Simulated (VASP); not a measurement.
**TaN: geometry relaxation (part 2 of 3)**

The same run, continued: TaN (P1, 2 atoms in the cell); Kohn-Sham DFT of a periodic cell, revPBE, VASP PAW PBE potentials, recommended, no spin polarisation (VASP 6.6.1); cutoff 600 eV, 10×10×9 k-mesh, Gaussian smearing of 0.05 eV. The structure derives from an entry of the Crystallography Open Database. It belongs to a series of runs on one base structure; here: cell strained at random at fixed volume.

Geometry of the input (Å; fractional positions):
```
2.9814  -0.0010  0.0209
-1.4916  2.5244  -0.0060
0.0205  0.0051  2.8642
Ta -0.0000  -0.0000  0.5000
N  0.6667  0.3333  0.0000
```

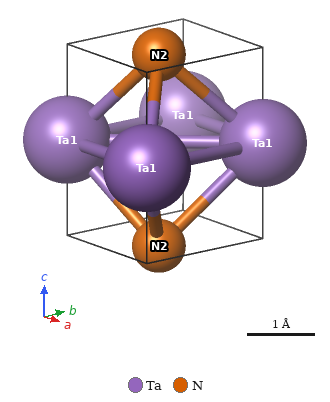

Figure 1. The geometry at step 5 of the log (ball-and-stick view of the cell of the calculation, seen slightly off an axis; atoms are numbered from 1 in the order of the input).

Parts of OUTCAR, continued:
```
   NGX = 11   NGY = 11   NGZ = 11

--------------------------------------- Ionic step        1  -------------------------------------------

 number of electron      15.9999999 magnetization

 Free energy of the ion-electron system (eV)
  ---------------------------------------------------
  ext. energy  EPLUGINS =         0.00000000
  ---------------------------------------------------
  free energy    TOTEN  =       -21.56881491 eV

  energy without entropy =      -21.56865199  energy(sigma->0) =      -21.56873345

------------------------ aborting loop because EDIFF is reached ----------------------------------------

  FORCE on cell =-STRESS in cart. coord.  units (eV):
  Direction    XX          YY          ZZ          XY          YZ          ZX
  --------------------------------------------------------------------------------------
  -------------------------------------------------------------------------------------
  Total        0.1935711      1.5632679      1.9631217      0.0242960     -0.1235346     -0.4611693
  in kB       14.3903787    116.2158114    145.9415768      1.8062010     -9.1837613    -34.2840536
  external PRESSURE =      92.1825890 kB  Pullay stress =       0.0000000 kB

 VOLUME and BASIS-vectors are now :
 -----------------------------------------------------------------------------
  energy-cutoff  :      600.00
  volume of cell :       21.55
      direct lattice vectors                 reciprocal lattice vectors
     2.981439000 -0.001017000  0.020936000     0.335495499  0.198229284 -0.002759211
    -1.491600000  2.524393000 -0.005969000     0.000140113  0.396215952 -0.000706226
     0.020544000  0.005098000  2.864222000    -0.002452009 -0.000623246  0.349153645

 POSITION                                       TOTAL-FORCE (eV/Angst)
 -----------------------------------------------------------------------------------
      0.01027      0.00255      1.43211        -0.003955      0.050471     -0.003930
      1.49043      0.84079      0.01197         0.003955     -0.050471      0.003930
 -----------------------------------------------------------------------------------
    total drift:                                0.000024      0.000067      0.000022

  FREE ENERGIE OF THE ION-ELECTRON SYSTEM (eV)
  ---------------------------------------------------
  free  energy   TOTEN  =       -21.5688149074 eV

  energy  without entropy=      -21.5686519910  energy(sigma->0) =      -21.56873345

--------------------------------------- Ionic step        2  -------------------------------------------

 number of electron      15.9999999 magnetization

------------------------ aborting loop because EDIFF is reached ----------------------------------------

  FORCE on cell =-STRESS in cart. coord.  units (eV):
  Direction    XX          YY          ZZ          XY          YZ          ZX
  --------------------------------------------------------------------------------------
  -------------------------------------------------------------------------------------
  Total       -1.9122830     -2.4747268     -3.6019057     -0.0114523      0.0541794      0.1982690
  in kB     -130.2108947   -168.5087328   -245.2604302     -0.7798088      3.6891781     13.5005031
  external PRESSURE =    -181.3266859 kB  Pullay stress =       0.0000000 kB

 VOLUME and BASIS-vectors are now :
 -----------------------------------------------------------------------------
  energy-cutoff  :      600.00
  volume of cell :       23.53
      direct lattice vectors                 reciprocal lattice vectors
     2.995126419  0.000629539 -0.011235156     0.333841066  0.190841693  0.001454255
    -1.497018742  2.618726688  0.002818700    -0.000078711  0.381819536  0.000411181
    -0.011218755 -0.003232589  2.999608070     0.001250489  0.000356014  0.333381947

 POSITION                                       TOTAL-FORCE (eV/Angst)
 -----------------------------------------------------------------------------------
     -0.00580      0.00091      1.49960         0.002922     -0.037188      0.002561
      1.49793      0.87080     -0.00635        -0.002922      0.037188     -0.002561
 -----------------------------------------------------------------------------------
    total drift:                                0.000002      0.000172      0.000009

  FREE ENERGIE OF THE ION-ELECTRON SYSTEM (eV)
  ---------------------------------------------------
  free  energy   TOTEN  =       -21.5043576863 eV

  energy  without entropy=      -21.5043349120  energy(sigma->0) =      -21.50434630

--------------------------------------- Ionic step        3  -------------------------------------------

 number of electron      16.0000001 magnetization

------------------------ aborting loop because EDIFF is reached ----------------------------------------

  FORCE on cell =-STRESS in cart. coord.  units (eV):
  Direction    XX          YY          ZZ          XY          YZ          ZX
  --------------------------------------------------------------------------------------
  -------------------------------------------------------------------------------------
  Total       -0.6534625      0.0560802     -0.1537819      0.0099387     -0.0476786     -0.1994002
  in kB      -47.0976028      4.0419168    -11.0836624      0.7163234     -3.4363869    -14.3715563
  external PRESSURE =     -18.0464495 kB  Pullay stress =       0.0000000 kB

 VOLUME and BASIS-vectors are now :
 -----------------------------------------------------------------------------
  energy-cutoff  :      600.00
  volume of cell :       22.23
      direct lattice vectors                 reciprocal lattice vectors
     2.986200490 -0.000444213  0.009744509     0.334906840  0.195593988 -0.001240025
    -1.493485037  2.557209185 -0.002911992     0.000059141  0.391085513 -0.000295726
     0.009494581  0.002200009  2.911319219    -0.001120911 -0.000263499  0.343490750

 POSITION                                       TOTAL-FORCE (eV/Angst)
 -----------------------------------------------------------------------------------
      0.00468      0.00202      1.45558         0.000766     -0.012030      0.001303
      1.49304      0.85119      0.00560        -0.000766      0.012030     -0.001303
 -----------------------------------------------------------------------------------
    total drift:                               -0.000002      0.000044     -0.000013

  FREE ENERGIE OF THE ION-ELECTRON SYSTEM (eV)
  ---------------------------------------------------
  free  energy   TOTEN  =       -21.5958536212 eV

  energy  without entropy=      -21.5957706673  energy(sigma->0) =      -21.59581214

[... ionic steps 4 to 9 ...]

--------------------------------------- Ionic step       10  -------------------------------------------

 number of electron      16.0000001 magnetization

------------------------ aborting loop because EDIFF is reached ----------------------------------------

  FORCE on cell =-STRESS in cart. coord.  units (eV):
  Direction    XX          YY          ZZ          XY          YZ          ZX
  --------------------------------------------------------------------------------------
  -------------------------------------------------------------------------------------
  Total       -0.0027133      0.0138535      0.0214518      0.0002208     -0.0009421     -0.0048619
  in kB       -0.1967491      1.0045629      1.5555437      0.0160145     -0.0683115     -0.3525548
  external PRESSURE =       0.7877858 kB  Pullay stress =       0.0000000 kB

 VOLUME and BASIS-vectors are now :
 -----------------------------------------------------------------------------
  energy-cutoff  :      600.00
  volume of cell :       22.09
      direct lattice vectors                 reciprocal lattice vectors
     2.961692977 -0.000006218  0.000277885     0.337645133  0.194992230 -0.000022783
    -1.480852075  2.564217529 -0.000097393     0.000000819  0.389982988 -0.000002786
     0.000184307  0.000020782  2.909357835    -0.000032250 -0.000005570  0.343718464

 POSITION                                       TOTAL-FORCE (eV/Angst)
 -----------------------------------------------------------------------------------
      0.00007      0.00032      1.45466         0.000530     -0.007527      0.000544
      1.48087      0.85443      0.00017        -0.000530      0.007527     -0.000544
 -----------------------------------------------------------------------------------
    total drift:                                0.000021     -0.000115      0.000033

  FREE ENERGIE OF THE ION-ELECTRON SYSTEM (eV)
  ---------------------------------------------------
  free  energy   TOTEN  =       -21.5994852364 eV

  energy  without entropy=      -21.5994851734  energy(sigma->0) =      -21.59948520

--------------------------------------- Ionic step       11  -------------------------------------------

 number of electron      16.0000001 magnetization

------------------------ aborting loop because EDIFF is reached ----------------------------------------

  FORCE on cell =-STRESS in cart. coord.  units (eV):
  Direction    XX          YY          ZZ          XY          YZ          ZX
  --------------------------------------------------------------------------------------
  -------------------------------------------------------------------------------------
  Total       -0.0008444      0.0223724     -0.0138744     -0.0000554     -0.0007322     -0.0066142
  in kB       -0.0612219      1.6220899     -1.0059506     -0.0040160     -0.0530894     -0.4795550
  external PRESSURE =       0.1849725 kB  Pullay stress =       0.0000000 kB

 VOLUME and BASIS-vectors are now :
 -----------------------------------------------------------------------------
  energy-cutoff  :      600.00
  volume of cell :       22.10
      direct lattice vectors                 reciprocal lattice vectors
     2.961578415  0.000000879  0.000338842     0.337657728  0.195015395 -0.000029252
    -1.480788649  2.563898749 -0.000133936    -0.000000116  0.390030936 -0.000001861
     0.000244101  0.000013885  2.910206237    -0.000039314 -0.000004756  0.343618262

 POSITION                                       TOTAL-FORCE (eV/Angst)
 -----------------------------------------------------------------------------------
      0.00009      0.00045      1.45507         0.000791     -0.010679      0.000798
      1.48082      0.85419      0.00021        -0.000791      0.010679     -0.000798
 -----------------------------------------------------------------------------------
    total drift:                                0.000023     -0.000343      0.000026

  FREE ENERGIE OF THE ION-ELECTRON SYSTEM (eV)
  ---------------------------------------------------
  free  energy   TOTEN  =       -21.5994799553 eV

  energy  without entropy=      -21.5994798915  energy(sigma->0) =      -21.59947992

--------------------------------------- Ionic step       12  -------------------------------------------

 number of electron      16.0000001 magnetization

 Free energy of the ion-electron system (eV)
  ---------------------------------------------------
  ext. energy  EPLUGINS =         0.00000000
  ---------------------------------------------------
  free energy    TOTEN  =       -21.59948472 eV

  energy without entropy =      -21.59948465  energy(sigma->0) =      -21.59948468

 E-fermi :   8.1636     XC(G=0): -13.1595     alpha+bet :-14.7732

 val. band max:        8.0220064927   @ k =  -0.0000  -0.0000   0.4444
 cond. band min:       8.3050197656   @ k =  -0.0000  -0.0000   0.3333
 fundamental gap:      0.2830132729
 Fermi energy:         8.1635942883

 k-point     1 :       0.0000    0.0000    0.0000
  band No.  band energies     occupation
      1     -26.8813      2.00000
      2     -26.6254      2.00000
      3     -26.6249      2.00000
      4      -9.5687      2.00000
      5       3.6245      2.00000
      6       3.6267      2.00000
      7       3.9720      2.00000
      8       5.1663      2.00000
      9      10.0936      0.00000
     10      11.5397      0.00000
     11      11.5490      0.00000
     12      11.9444      0.00000

 k-point     2 :       0.1000    0.0000   -0.0000
  band No.  band energies     occupation
      1     -26.8691      2.00000
      2     -26.7219      2.00000
      3     -26.6458      2.00000
      4      -9.3747      2.00000
      5       3.0430      2.00000
      6       3.7732      2.00000
      7       4.2394      2.00000
      8       4.8901      2.00000
      9      10.7569      0.00000
     10      11.1891      0.00000
     11      11.5826      0.00000
     12      11.8459      0.00000

 k-point     3 :       0.2000    0.0000   -0.0000
  band No.  band energies     occupation
      1     -26.9677      2.00000
      2     -26.8369      2.00000
      3     -26.6998      2.00000
      4      -8.8581      2.00000
      5       1.9266      2.00000
      6       4.1422      2.00000
      7       4.2635      2.00000
      8       4.8015      2.00000
      9      10.3253      0.00000
     10      11.5943      0.00000
     11      11.7679      0.00000
     12      12.3671      0.00000

 k-point     4 :       0.3000    0.0000   -0.0000
  band No.  band energies     occupation
      1     -27.2580      2.00000
      2     -26.7969      2.00000
      3     -26.7657      2.00000
      4      -8.1924      2.00000
      5       0.8863      2.00000
      6       3.6155      2.00000
      7       4.5548      2.00000
      8       5.1099      2.00000
      9      10.2741      0.00000
     10      11.3025      0.00000
     11      12.2274      0.00000
     12      13.0518      0.00000

 k-point     5 :       0.4000    0.0000   -0.0000
  band No.  band energies     occupation
      1     -27.4831      2.00000
      2     -26.8184      2.00000
      3     -26.7643      2.00000
      4      -7.6183      2.00000
      5       0.1794      2.00000
      6       3.1584      2.00000
      7       4.8411      2.00000
      8       4.8823      2.00000
      9      11.0800      0.00000
     10      11.2659      0.00000
     11      12.8656      0.00000
     12      13.1541      0.00000

 [... the levels of 18 k-points are left out ...]

 k-point    24 :      -0.3000    0.2000   -0.0000
  band No.  band energies     occupation
      1     -27.1363      2.00000
      2     -26.8108      2.00000
      3     -26.7675      2.00000
      4      -8.4240      2.00000
      5       1.2970      2.00000
      6       3.8441      2.00000
      7       4.2130      2.00000
      8       5.2441      2.00000
      9       9.8561      0.00000
     10      11.1208      0.00000
     11      12.2088      0.00000
     12      13.2801      0.00000

 [... further k-points ...]

------------------------ aborting loop because EDIFF is reached ----------------------------------------

  FORCE on cell =-STRESS in cart. coord.  units (eV):
  Direction    XX          YY          ZZ          XY          YZ          ZX
  --------------------------------------------------------------------------------------
  -------------------------------------------------------------------------------------
  Total       -0.0021766      0.0169181      0.0081241      0.0000809     -0.0008298     -0.0057307
  in kB       -0.1578314      1.2267591      0.5890901      0.0058681     -0.0601686     -0.4155455
  external PRESSURE =       0.5526726 kB  Pullay stress =       0.0000000 kB

 VOLUME and BASIS-vectors are now :
 -----------------------------------------------------------------------------
  energy-cutoff  :      600.00
  volume of cell :       22.10
      direct lattice vectors                 reciprocal lattice vectors
     2.961670793 -0.000004844  0.000289689     0.337647572  0.194996715 -0.000024036
    -1.480839793  2.564155801 -0.000104469     0.000000638  0.389992271 -0.000002607
     0.000195885  0.000019446  2.909522118    -0.000033618 -0.000005412  0.343699056

 POSITION                                       TOTAL-FORCE (eV/Angst)
 -----------------------------------------------------------------------------------
      0.00007      0.00034      1.45474         0.000557     -0.007616      0.000550
      1.48086      0.85438      0.00018        -0.000557      0.007616     -0.000550
 -----------------------------------------------------------------------------------
    total drift:                               -0.000017      0.000261     -0.000019

  FREE ENERGIE OF THE ION-ELECTRON SYSTEM (eV)
  ---------------------------------------------------
  free  energy   TOTEN  =       -21.5994847161 eV

  energy  without entropy=      -21.5994846528  energy(sigma->0) =      -21.59948468

 reached required accuracy - stopping structural energy minimisation
```

CONTCAR:
```
TaN
   1.00000000000000
     2.9616707934451179   -0.0000048440104165    0.0002896888322975
    -1.4808397930488690    2.5641558009389347   -0.0001044689066662
     0.0001958853339977    0.0000194464793877    2.9095221179455493
  Ta              N
     1     1
Direct
     0.0000567048870290    0.0001290657156655    0.4999925787300180
     0.6666099618129741    0.3332042675843316    0.0000074212699820

  0.00000000E+00  0.00000000E+00  0.00000000E+00
  0.00000000E+00  0.00000000E+00  0.00000000E+00
```

Trajectory as extended XYZ (Å, eV, eV/Å), 12 frames, from step=0 to step=11:
```
2
Lattice="2.9814 -0.0010 0.0209 -1.4916 2.5244 -0.0060 0.0205 0.0051 2.8642" Properties=species:S:1:pos:R:3:forces:R:3 step=0 energy=-21.56881
Ta    0.0103    0.0025    1.4321   -0.0040   0.0505  -0.0039
N     1.4904    0.8408    0.0120    0.0040  -0.0505   0.0039
2
Lattice="2.9951 0.0006 -0.0112 -1.4970 2.6187 0.0028 -0.0112 -0.0032 2.9996" Properties=species:S:1:pos:R:3:forces:R:3 step=1 energy=-21.50436
Ta   -0.0058    0.0009    1.4996    0.0029  -0.0372   0.0026
N     1.4979    0.8708   -0.0063   -0.0029   0.0372  -0.0026
2
Lattice="2.9862 -0.0004 0.0097 -1.4935 2.5572 -0.0029 0.0095 0.0022 2.9113" Properties=species:S:1:pos:R:3:forces:R:3 step=2 energy=-21.59585
Ta    0.0047    0.0020    1.4556    0.0008  -0.0120   0.0013
N     1.4930    0.8512    0.0056   -0.0008   0.0120  -0.0013
2
Lattice="2.9861 -0.0005 0.0100 -1.4934 2.5565 -0.0030 0.0097 0.0023 2.9103" Properties=species:S:1:pos:R:3:forces:R:3 step=3 energy=-21.59587
Ta    0.0048    0.0020    1.4551    0.0007  -0.0114   0.0012
N     1.4930    0.8510    0.0057   -0.0007   0.0114  -0.0012
2
Lattice="2.9471 0.0003 -0.0050 -1.4733 2.5672 0.0014 -0.0051 -0.0013 2.9127" Properties=species:S:1:pos:R:3:forces:R:3 step=4 energy=-21.59830
Ta   -0.0026   -0.0001    1.4563    0.0012  -0.0208   0.0007
N     1.4737    0.8553   -0.0029   -0.0012   0.0208  -0.0007
2
Lattice="2.9608 0.0000 0.0003 -1.4804 2.5634 -0.0001 0.0002 -0.0000 2.9119" Properties=species:S:1:pos:R:3:forces:R:3 step=5 energy=-21.59944
Ta    0.0000    0.0007    1.4559    0.0013  -0.0170   0.0013
N     1.4805    0.8538    0.0002   -0.0013   0.0170  -0.0013
2
Lattice="2.9614 0.0000 0.0005 -1.4807 2.5633 -0.0002 0.0004 0.0000 2.9119" Properties=species:S:1:pos:R:3:forces:R:3 step=6 energy=-21.59944
Ta    0.0001    0.0007    1.4559    0.0013  -0.0167   0.0013
N     1.4807    0.8537    0.0003   -0.0013   0.0167  -0.0013
2
Lattice="2.9619 -0.0000 0.0002 -1.4810 2.5648 -0.0000 0.0001 0.0000 2.9078" Properties=species:S:1:pos:R:3:forces:R:3 step=7 energy=-21.59948
Ta    0.0000    0.0001    1.4539    0.0000  -0.0008   0.0000
N     1.4809    0.8549    0.0001    0.0000   0.0008   0.0000
2
Lattice="2.9617 -0.0000 0.0003 -1.4809 2.5643 -0.0001 0.0002 0.0000 2.9091" Properties=species:S:1:pos:R:3:forces:R:3 step=8 energy=-21.59949
Ta    0.0001    0.0003    1.4545    0.0005  -0.0065   0.0005
N     1.4809    0.8545    0.0002   -0.0005   0.0065  -0.0005
2
Lattice="2.9617 -0.0000 0.0003 -1.4809 2.5642 -0.0001 0.0002 0.0000 2.9094" Properties=species:S:1:pos:R:3:forces:R:3 step=9 energy=-21.59949
Ta    0.0001    0.0003    1.4547    0.0005  -0.0075   0.0005
N     1.4809    0.8544    0.0002   -0.0005   0.0075  -0.0005
```
